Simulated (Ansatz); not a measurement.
**Single-point calculation, with input and output: As**

System: As (slab, 2 atoms in the cell).
Method: DFT PBE+D3(BJ), scalar-relativistic, plane waves, PAW, no spin polarisation (Ansatz 0.2.0).

The structure derives from an entry of the Crystallography Open Database. Figures and captions count atoms from 1; the log counts them from 0 in places.

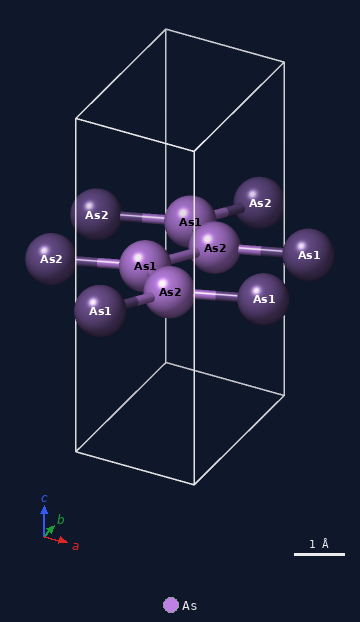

Fig. 1: The structure as given in the input (ball-and-stick view of the 1 × 2 repeat of the cell, with the vacuum cut short, seen slightly off an axis; neighbours outside the cell are drawn fainter; atoms are numbered from 1 in the order of the input).

The input
```yaml
crystal:
  lattice:
    - [3.406, 0.0, 0.0]
    - [-1.703, 2.9496825253, 0.0]
    - [0.0, 0.0, 28.5742413766]
  atoms:
    - { symbol: As, position: [0.3333333333, 0.6666666667, 0.5] }
    - { symbol: As, position: [0.6666666667, 0.3333333333, 0.5] }
  periodic: [true, true, false]
basis:
  ecutwfc: 420
kpoints:
  mp_grid: { grid: [9, 9, 1] }
hamiltonian:
  xc: pbe
  dispersion: d3bj
scf:
  occupations: { method: gaussian, width: 0.02 }
output:
  forces: true
  stress: true
  eigenvalues: true
  write_density: true
  write_potential: true
  elf: true
  volumetric_format: npy
```

Machine: 1 thread of Intel Xeon @ 2.90GHz (Ice Lake), 192 GiB of memory available, shared host.

Command:
```bash
ansatz run input.yaml --threads 1 --pin off --max-ram 3072MiB --backend cpu --events-out ev --progress --plain --runs-dir out
```

The program's output
```
Engine: ansatz 0.2.0, x86_64-unknown-linux-gnu
Pseudopotentials: kind: paw
Pseudopotential: As, paw, valence charge 15, recommended cutoff 420 eV (normal), As.paw.azcp
Functional definition: PBE
  parameter kappa = 0.804
  parameter beta = 0.06672455060314922
  exchange = pbe_x(kappa = kappa, mu = beta*pi^2/3)
  correlation = pbe_c(beta = beta)
Crystal: 2 atoms, lattice volume = 287.075 Å³
Basis set: ecut = 420 eV, 5603 PW (Γ), exchange–correlation on 48×48×384 points (8 copies of the dense FFT grid, shifted against one another)
Bands: 19, of which v1, the nominal top of the filled ones, is band 15 counted from 1 (14 counted from 0)
Symmetry: 24 space group operations
Space group: P6/mmm (ITA 191), of the structure as read, at distance tolerance 6.6e-5 Å
k-points: 12 of 81
Non-local potential: As, projectors of the file, l = 0: 2, l = 1: 2, l = 2: 3, l = 3: 1
PAW form: soft (Blöchl's): semilocal exchange-correlation on the pseudo side does not see the compensation charge
PAW one-centre angular grid: As, 590 points (default); XC on 64 Gauss nodes
Initial density: superposition of atomic densities (neutral atoms: chi_scale 0, normalization atom), corrected by the library's trained network
Initial wavefunctions: pseudopotential atomic-orbital guess
Functional: x = pbe(κ = 0.804, μ = 0.2195149727645171), c = pbe(β = 0.06672455060314922)
SCF iter   1: F=—  HF=-9705.080259 eV  |F-HF|=—  |Δ(HF+E_count)|=         —  Δρ=1.58e-3  dr2=2.00e-2  ethr=1.77e-3  ⟨swp⟩=12.8  Hψ=1704  notcnv=0
preconditioner: auto → none  [insulator: Δε(μ)=0.151 eV  Ē_g=10.703 eV  σ=0.020 eV  W_gap=1.00  n_scr=16 (ndim 8)  ℏωp=6.4 eV  f_vac=0.842  D(μ)=0.00/eV (n_scr^D=0)  ε∞_Penn≈1.4]
SCF iter   2: F=—  HF=-9705.075432 eV  |F-HF|=—  |Δ(HF+E_count)|=   4.83e-3  Δρ=8.28e-4  dr2=3.69e-3  ethr=6.65e-5  ⟨swp⟩=4.2  Hψ=696  notcnv=0  defer=2
SCF iter   3: F=—  HF=-9705.077053 eV  |F-HF|=—  |Δ(HF+E_count)|=   1.62e-3  Δρ=1.17e-4  dr2=5.35e-5  ethr=1.23e-5  ⟨swp⟩=4.2  Hψ=398  notcnv=0  defer=2
SCF iter   4: F=—  HF=-9705.077181 eV  |F-HF|=—  |Δ(HF+E_count)|=   1.27e-4  Δρ=4.19e-5  dr2=2.82e-6  ethr=1.78e-7  ⟨swp⟩=3.6  Hψ=545  notcnv=0  defer=2
SCF iter   5: F=—  HF=-9705.077189 eV  |F-HF|=—  |Δ(HF+E_count)|=   8.30e-6  Δρ=5.94e-6  dr2=1.36e-7  ethr=9.40e-9  ⟨swp⟩=3.4  Hψ=541  notcnv=0  defer=2
SCF iter   6: F=-9705.077189 eV  HF=-9705.077189 eV  |F-HF|=2.12e-8  |Δ(HF+E_count)|=   9.98e-8  Δρ=2.17e-6  dr2=1.01e-8  ethr=3.33e-10  ⟨swp⟩=20.8  Hψ=2408  notcnv=0
SCF 1 converged in 6 iterations: F = -9705.077189 eV  dr2 = 1.01e-8
  greatest PAW one-centre occupation: 1.000 electrons in one spin orbital (limit 2), on the As atom at site 1 (counted from 0), in its partial waves of l = 2
```

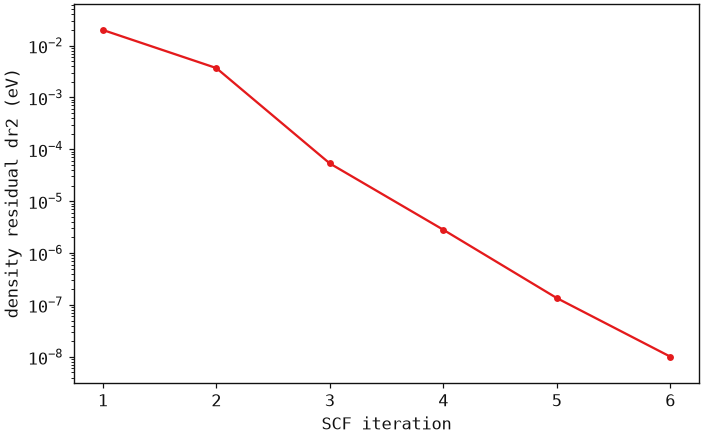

Fig. 2: Convergence of the self-consistent field: density residual dr2 against the SCF iteration. The residual falls at every step.

```
WARN: The output density's exchange-correlation potential varies sharply where the density is thin. Do not read a vacuum level from v_tot or v_xc, or from such a field of the output density. On a cell that repeats whose density bears no net charge and no dipole along the vacuum's axis use v_es (v_loc + v_h of the components); under efield.dipole_correction with no amplitude use v_es + v_field, which holds any external_charges[].barrier, or the levels of the report's work_function block, which leave it out; under a non-zero efield.amplitude the vacuum is tilted and has no level; on a cell that repeats and bears such a dipole with no correction it is tilted too, and efield.dipole_correction with no amplitude gives each side of its ramp a level where efield: is served; in a cell that repeats whose density bears a net charge (total_charge, or a fill off its count) it is curved and has none; of a slab under crystal.periodic whose density bears no net charge use v_es, which has a level on each side, short of where the two are joined; of another it falls or rises all the way out and has none; of a slab beside external_charges read slab_vacuum_level instead, which it has where they leave it neutral. The grid or the basis barely resolves most such structure, and the values can differ between equally converged runs; as a rule a tighter scf.convergence.dr2_threshold does not remove it. Where the density itself ripples (under the LDA too) a higher basis.ecutwfc lessens it. The files hold the spikes' plane waves up to the density's cutoff. Files: v_tot_of_output_density and the like, and their columns of v_z.tsv (output.write_potential); v_xc_of_output_density and the like, and their columns of v_comp_z.tsv (output.write_potential_components). Measured: with its Gaussian average of σ = 0.25 Å subtracted twice, the exchange-correlation potential is over 0.1 eV at 1 of the grid points where the equally averaged density (valence and model cores) is under 1e-3 e/Å³, and 0.157 eV at the most among them, at an averaged density of 7.4e-10 e/Å³. See output.write_potential in the manual, Limitations
SCF converged after 6 iterations
Free energy (F): -9705.077189 eV
Harris-Foulkes:  -9705.077189 eV  (|F-HF|=2.12e-8)
Internal energy: -9705.077189 eV  (E = F + TS)
E sigma→0 (E₀):  -9705.077189 eV
Fermi energy:    -3.452384 eV
--- Per-component energies (eV) ---
  E_band       = -938.216471
  E_kinetic    = 226.164033
  E_local      = -56337.216406  (includes V_loc(G=0)·N_el)
  E_nonlocal   = -1338.752556
  E_hartree    = 28107.733579
  E_xc         = -166.101504
  E_vxc        = -168.510570  (∫ρ·V_xc dr)
  E_paw        = -3670.784156  (= ΣΔE_a)
  E_vpaw       = 464.637985  (= ΣTr[D̂ρ^β])
  E_aug_tail   = 0.000014  (compensation charges beyond the density's cutoff)
  E_ewald      = 23474.369100
  E_disp       = -0.489293  (pairwise vdW)
  E_smearing   = -0.000000  (= −TS)
  E_closure    = -0.000000  (closes the sum)
  Σ components = -9705.077189   (vs F -9705.077189, Δ=0.00e0)
--- Forces (eV/Å), atoms counted from 1 ---
  atom   1  As     0.00000000     0.00000000     0.00000000
  atom   2  As     0.00000000    -0.00000000     0.00000000
  max |Σ_I F_I| component: 4.63e-18 eV/Å
--- 2D stress c σ (N/m, compression-positive) ---
       50.381377       0.000000       0.000000
        0.000000      50.381377       0.000000
        0.000000       0.000000       0.000000
  P = ½ c Tr σ = 50.3814 N/m
--- Band table (eV; the first three rows and the last of 12) ---
  k-point 0: bands = ["-41.3511", "-41.3511", "-41.1705", "-41.0352", "-41.0352", "-40.9871", "-40.9871", "-40.6786", "-40.6786", "-40.5451", "-22.5334", "-10.6095", "-8.5853", "-8.5853", "-4.0972", "-2.1110", "-2.1110", "-1.7626", "-0.3199"]
  k-point 1: bands = ["-41.3968", "-41.3863", "-41.1919", "-41.0397", "-41.0282", "-40.9357", "-40.9233", "-40.6872", "-40.6744", "-40.5484", "-22.3384", "-10.4057", "-10.0872", "-8.9960", "-3.3569", "-1.7321 (-1.7321°)", "-1.5478 (-1.5478°)", "-1.3026", "-0.1109"]
  k-point 2: bands = ["-41.4816", "-41.4659", "-41.2033", "-41.0505", "-41.0088", "-40.8365", "-40.8134", "-40.7104", "-40.6639", "-40.5576", "-21.7579", "-12.5828", "-9.8049", "-9.8023", "-3.9237", "-0.9368 (-0.9368°)", "-0.7142 (-0.7142°)", "0.5223", "0.6960"]
  k-point 11: bands = ["-41.7327", "-41.3495", "-41.3495", "-41.0895", "-40.8627", "-40.8627", "-40.6577", "-40.6577", "-40.6288", "-40.5524", "-18.0126", "-18.0126", "-13.5037", "-6.0730", "-6.0730", "-0.1024", "1.8138", "1.8138", "2.2267"]
  ° read free of the cell's end (the report's vacuum.weakly_bound_levels)
```

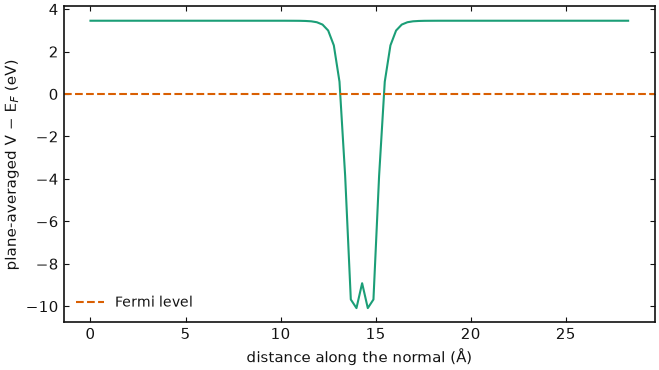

Fig. 3: Plane average of the electrostatic potential energy of an electron across the cell, from the Fermi level. The vacuum level lies 3.45 eV above the Fermi level.

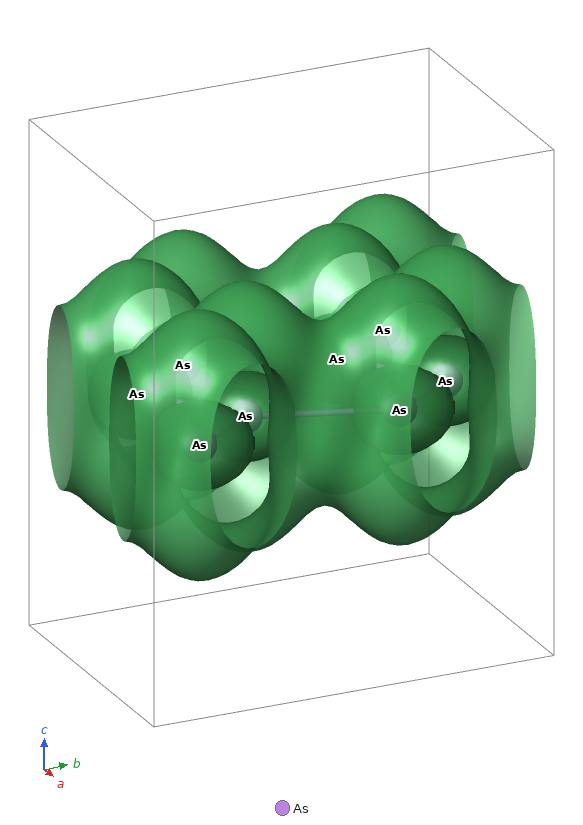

Fig. 4: Isosurface of the electron localisation function at 0.5 (green), seen slightly off an axis. Core shells and regions of very low density are left out. Sticks mark near contacts. Counts are for one cell; the picture repeats the cell along the surface.  Values along the shortest contacts: As–As (1.97 Å): the ELF peaks at about 0.70 between the atoms. In a PAW calculation such maps are meaningful between the atoms, not at the nuclei.

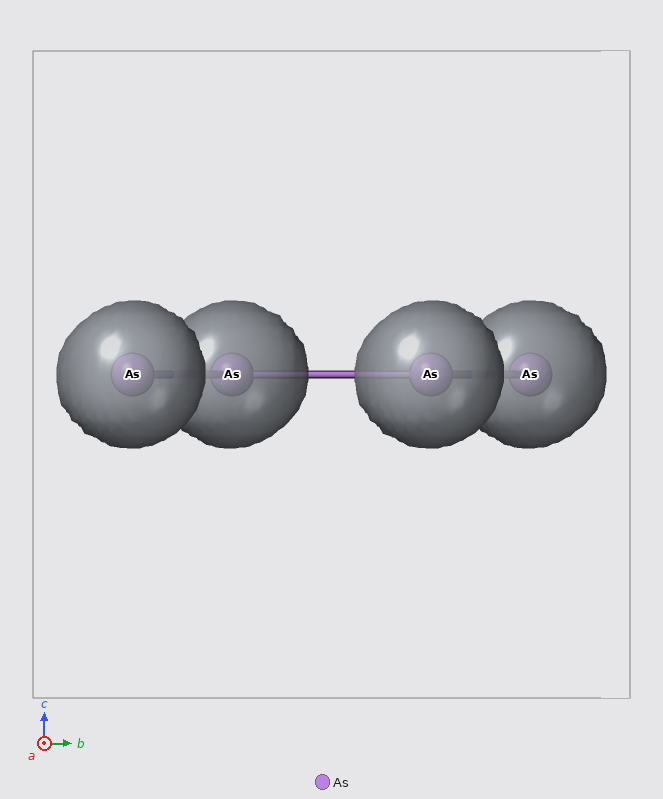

Fig. 5: Isosurface of the valence electron density at 1.5 e/Å³ (grey), seen along the a axis. Sticks mark near contacts. At this value the density breaks into separate islands; it holds about 70 % of the electrons treated as valence. It is pinched off along the As–As (1.97 Å) contacts. On the grid the lowest density along these lines, outside the cores, is 1.1 e/Å³ (As–As, 1.97 Å).

Results in brief

- outcome: converged
- electrons treated: 30
- free energy: −9705.0772 eV
- work function, top face: 3.45 eV
- work function, bottom face: 3.45 eV
- Fermi energy: −3.452 eV
- gap on the k-point mesh: 0.19 eV
- work function (upper face): 3.45 eV
- largest force (length of the vector): under 0.001 eV/Å
- wall time: 5.3 s
- peak memory: 0.5 GiB

Warnings of the run: the exchange-correlation potential is rough where the density is thin.
